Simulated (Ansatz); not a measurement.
**Two runs on TiAl₂**

System: TiAl₂ (Cmmm, 6 atoms in the cell).
Method of run 1: DFT PBEsol, scalar-relativistic, plane waves, PAW, no spin polarisation (Ansatz 0.2.0).

The structure derives from an entry of the Crystallography Open Database. Text and figures count atoms from 1; the logs count them from 0 in places.

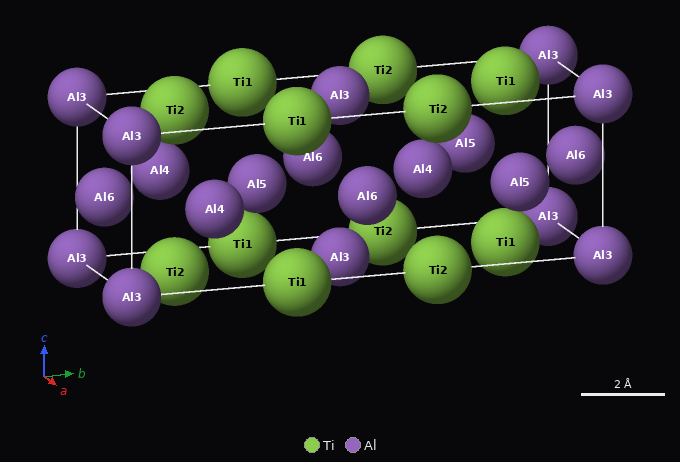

The input geometry (spheres-only view of the cell 2 times as large as that of the calculation, set on its symmetry axes, seen slightly off an axis; atoms are numbered from 1 in the order of the input). An atom can appear more than once, as a periodic image.

The input, run 1:
```yaml
crystal:
  lattice:
    - [1.97955, -6.0472, 0.0]
    - [1.97955, 6.0472, 0.0]
    - [0.0, 0.0, 4.0315]
  atoms:
    - { symbol: Ti, position: [0.649, 0.351, 0.0] }
    - { symbol: Ti, position: [0.351, 0.649, 0.0] }
    - { symbol: Al, position: [0.0, 0.0, 0.0] }
    - { symbol: Al, position: [0.824, 0.176, 0.5] }
    - { symbol: Al, position: [0.176, 0.824, 0.5] }
    - { symbol: Al, position: [0.5, 0.5, 0.5] }
basis:
  ecutwfc: 420
kpoints:
  mp_grid: { grid: [10, 10, 10] }
hamiltonian:
  xc: pbesol
scf:
  occupations: { method: gaussian, width: 0.1 }
output:
  forces: true
  stress: true
  eigenvalues: true
  populations: true
```

Launched with:
```bash
ansatz run input.yaml --threads 1 --pin off --max-ram 2560MiB --backend cpu --events-out ev --progress --plain --runs-dir out
```

Hardware: 1 thread of Intel Xeon @ 2.50GHz (Skylake/Cascade Lake), 189 GiB of memory available, shared host.

Output, shortened to warnings, some set-up lines, iterations and results (run 1):
```
Basis set: ecut = 420 eV, 1899 PW (Γ), exchange–correlation on 90×90×54 points (8 copies of the dense FFT grid, shifted against one another)
Symmetry: 8 space group operations
k-points: 186 of 1000
Initial density: superposition of atomic densities (neutral atoms: chi_scale 0, normalization atom), corrected by the library's trained network
[...]
SCF iter   1: F=—  HF=-7048.484660 eV  |F-HF|=—  |Δ(HF+E_count)|=         —  Δρ=4.40e-3  dr2=1.26e-2  ethr=1.77e-3  ⟨swp⟩=6.1  Hψ=22591  notcnv=0
SCF iter   2: F=—  HF=-7048.481651 eV  |F-HF|=—  |Δ(HF+E_count)|=   3.01e-3  Δρ=1.93e-3  dr2=3.13e-3  ethr=3.51e-5  ⟨swp⟩=2.8  Hψ=9140  notcnv=0  defer=67
SCF iter   3: F=—  HF=-7048.481091 eV  |F-HF|=—  |Δ(HF+E_count)|=   5.60e-4  Δρ=5.30e-4  dr2=4.33e-4  ethr=8.70e-6  ⟨swp⟩=2.7  Hψ=6698  notcnv=0  defer=67
SCF iter   4: F=—  HF=-7048.481014 eV  |F-HF|=—  |Δ(HF+E_count)|=   7.71e-5  Δρ=5.34e-5  dr2=4.56e-6  ethr=1.20e-6  ⟨swp⟩=2.0  Hψ=5769  notcnv=0  defer=67
SCF iter   5: F=—  HF=-7048.481147 eV  |F-HF|=—  |Δ(HF+E_count)|=   1.33e-4  Δρ=1.77e-5  dr2=2.83e-7  ethr=1.27e-8  ⟨swp⟩=2.0  Hψ=6045  notcnv=0  defer=67
SCF iter   6: F=-7048.481147 eV  HF=-7048.481147 eV  |F-HF|=8.16e-9  |Δ(HF+E_count)|=   4.07e-8  Δρ=3.49e-6  dr2=1.34e-8  ethr=2.78e-10  ⟨swp⟩=7.9  Hψ=17616  notcnv=0
SCF 1 converged in 6 iterations: F = -7048.481147 eV  dr2 = 1.34e-8
SCF converged after 6 iterations
Free energy (F): -7048.481147 eV
Harris-Foulkes:  -7048.481147 eV  (|F-HF|=8.16e-9)
Internal energy: -7048.469235 eV  (E = F + TS)
E sigma→0 (E₀):  -7048.475191 eV
Entropy (-TS):   -0.011912 eV (-1.985 meV/atom)
Fermi energy:    10.003979 eV
--- Per-component energies (eV) ---
  E_band       = -326.863719
  E_kinetic    = 639.186062
  E_local      = -2325.725583  (includes V_loc(G=0)·N_el)
  E_nonlocal   = 62.386021
  E_hartree    = 1008.118923
  E_xc         = -352.489589
  E_vxc        = -361.541194  (∫ρ·V_xc dr)
  E_paw        = -3865.554667  (= ΣΔE_a)
  E_vpaw       = -357.404837  (= ΣTr[D̂ρ^β])
  E_aug_tail   = 0.000225  (compensation charges beyond the density's cutoff)
  E_ewald      = -2214.745952
  E_core_change = 0.355325  (= ΣΔE_core)
  E_smearing   = -0.011912  (= −TS)
  E_closure    = -0.000000  (closes the sum)
  Σ components = -7048.481147   (vs F -7048.481147, Δ=0.00e0)
--- Forces (eV/Å), atoms counted from 1 ---
  atom   1  Ti    -0.00000000    -0.85905932     0.00000000
  atom   2  Ti     0.00000000     0.85905932     0.00000000
  atom   3  Al    -0.00000000     0.00000000     0.00000000
  atom   4  Al     0.00000000    -0.19228845     0.00000000
  atom   5  Al    -0.00000000     0.19228845     0.00000000
  atom   6  Al    -0.00000000    -0.00000000     0.00000000
  max |Σ_I F_I| component: 8.33e-17 eV/Å
--- Stress (GPa, compression-positive) ---
       -2.939977      -0.000000       0.000000
       -0.000000      -1.113473      -0.000000
        0.000000      -0.000000      -4.364418
  P = ⅓ Tr σ = -2.8060 GPa (-28.060 kbar)
--- Löwdin populations: 6 sites ---
  site symbol       q [e]
     0     Ti     11.4998
     1     Ti     11.4998
     2     Al      3.1538
     3     Al      3.2333
     4     Al      3.2333
     5     Al      3.1605
  spilling = 0.006096 (of n_electrons = 36.000000)
```

Run 2 used a changed input.

The two runs side by side:

| quantity | run 1 | run 2 |
| --- | --- | --- |
| outcome | converged | converged |
| free energy per atom (eV) | −1174.7469 | −1174.7437 |
| energy per atom, smearing taken to zero (eV) | −1174.7459 | −1174.7423 |
| gap on the mesh (eV) | 0.00 | 0.00 |
| pressure (GPa) | −2.81 | −2.75 |
| largest force (eV/Å) | 0.859 | 0.943 |
| SCF iterations | 6 | 6 |
| irreducible k-points | 186 | 39 |
| plane waves at Γ | 1899 | 1899 |
| wall time (shared host) | 71 s | 14 s |

Which change of the input explains these differences?

The change (lines with − go, lines with + come):
```diff
-  mp_grid: { grid: [10, 10, 10] }
+  mp_grid: { grid: [6, 6, 4] }
-  populations: true
```

The free energy of run 2 is 3.2 meV per atom higher, which measures how much it depends on this numerical setting. The largest force goes from 0.859 to 0.943 eV/Å. The number of SCF iterations is the same. The irreducible k-points go from 186 to 39. On the same kind of shared host run 2 took about 0.19 times as long.

Output, shortened to warnings, some set-up lines, iterations and results (run 2):
```
Basis set: ecut = 420 eV, 1899 PW (Γ), exchange–correlation on 90×90×54 points (8 copies of the dense FFT grid, shifted against one another)
Symmetry: 8 space group operations
k-points: 39 of 144
Initial density: superposition of atomic densities (neutral atoms: chi_scale 0, normalization atom), corrected by the library's trained network
[...]
SCF iter   1: F=—  HF=-7048.466364 eV  |F-HF|=—  |Δ(HF+E_count)|=         —  Δρ=4.41e-3  dr2=1.47e-2  ethr=1.77e-3  ⟨swp⟩=6.2  Hψ=4679  notcnv=0
SCF iter   2: F=—  HF=-7048.462949 eV  |F-HF|=—  |Δ(HF+E_count)|=   3.42e-3  Δρ=1.96e-3  dr2=4.13e-3  ethr=4.08e-5  ⟨swp⟩=2.5  Hψ=1731  notcnv=0  defer=14
SCF iter   3: F=—  HF=-7048.462143 eV  |F-HF|=—  |Δ(HF+E_count)|=   8.07e-4  Δρ=5.04e-4  dr2=4.84e-4  ethr=1.15e-5  ⟨swp⟩=2.7  Hψ=1303  notcnv=0  defer=14
SCF iter   4: F=—  HF=-7048.462046 eV  |F-HF|=—  |Δ(HF+E_count)|=   9.62e-5  Δρ=5.83e-5  dr2=6.25e-6  ethr=1.34e-6  ⟨swp⟩=2.1  Hψ=1212  notcnv=0  defer=14
SCF iter   5: F=—  HF=-7048.462185 eV  |F-HF|=—  |Δ(HF+E_count)|=   1.39e-4  Δρ=2.01e-5  dr2=3.79e-7  ethr=1.74e-8  ⟨swp⟩=2.0  Hψ=1249  notcnv=0  defer=14
SCF iter   6: F=-7048.462185 eV  HF=-7048.462185 eV  |F-HF|=1.25e-8  |Δ(HF+E_count)|=   5.44e-8  Δρ=4.18e-6  dr2=1.96e-8  ethr=2.78e-10  ⟨swp⟩=7.9  Hψ=3818  notcnv=0
SCF 1 converged in 6 iterations: F = -7048.462185 eV  dr2 = 1.96e-8
SCF converged after 6 iterations
Free energy (F): -7048.462185 eV
Harris-Foulkes:  -7048.462185 eV  (|F-HF|=1.25e-8)
Internal energy: -7048.445716 eV  (E = F + TS)
E sigma→0 (E₀):  -7048.453951 eV
Entropy (-TS):   -0.016469 eV (-2.745 meV/atom)
Fermi energy:    10.028043 eV
--- Per-component energies (eV) ---
  E_band       = -326.807655
  E_kinetic    = 639.201288
  E_local      = -2325.751743  (includes V_loc(G=0)·N_el)
  E_nonlocal   = 62.389614
  E_hartree    = 1008.149634
  E_xc         = -352.490711
  E_vxc        = -361.542220  (∫ρ·V_xc dr)
  E_paw        = -3865.553396  (= ΣΔE_a)
  E_vpaw       = -357.401587  (= ΣTr[D̂ρ^β])
  E_aug_tail   = 0.000225  (compensation charges beyond the density's cutoff)
  E_ewald      = -2214.745952
  E_core_change = 0.355325  (= ΣΔE_core)
  E_smearing   = -0.016469  (= −TS)
  E_closure    = 0.000000  (closes the sum)
  Σ components = -7048.462185   (vs F -7048.462185, Δ=0.00e0)
--- Forces (eV/Å), atoms counted from 1 ---
  atom   1  Ti    -0.00000000    -0.94258357     0.00000000
  atom   2  Ti     0.00000000     0.94258357     0.00000000
  atom   3  Al    -0.00000000     0.00000000     0.00000000
  atom   4  Al     0.00000000    -0.16135708     0.00000000
  atom   5  Al    -0.00000000     0.16135708     0.00000000
  atom   6  Al    -0.00000000     0.00000000     0.00000000
  max |Σ_I F_I| component: 8.33e-17 eV/Å
--- Stress (GPa, compression-positive) ---
       -2.916922      -0.000000       0.000000
       -0.000000      -1.202309       0.000000
        0.000000       0.000000      -4.139663
  P = ⅓ Tr σ = -2.7530 GPa (-27.530 kbar)
```
